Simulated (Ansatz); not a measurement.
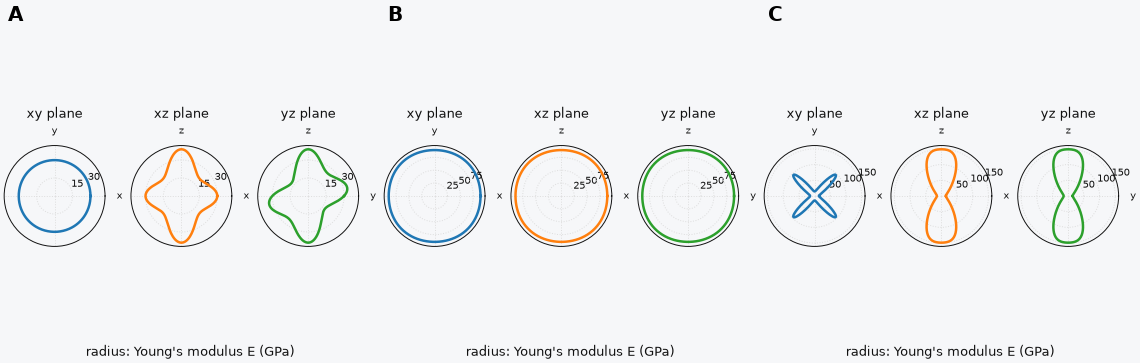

Each panel shows the Young's modulus as a function of direction in the xy, xz and yz planes for one of these solids: BaO, Fm-3m (No. 225), 21.6 Å³/atom, ions relaxed; CaO, I4/mcm (No. 140), 18.8 Å³/atom, ions relaxed; LiCl, P3_221 (No. 154), 20.5 Å³/atom, ions relaxed.

Method: elastic stress-strain coefficients at zero temperature from small strains of the given cell, Voigt order xx yy zz yz xz xy, Cartesian axes of the cell vectors; plane waves with PAW datasets, Γ-centred k mesh (Ansatz 0.2.0). Level: PBE, no spin polarisation.

Match the panels to the solids.

Answer. A is LiCl (E along x, y, z: 29.9, 29.9, 38.9 GPa); B is BaO (E along x, y, z: 89.1, 89.1, 89.1 GPa); C is CaO (E along x, y, z: 14.4, 14.4, 149 GPa).
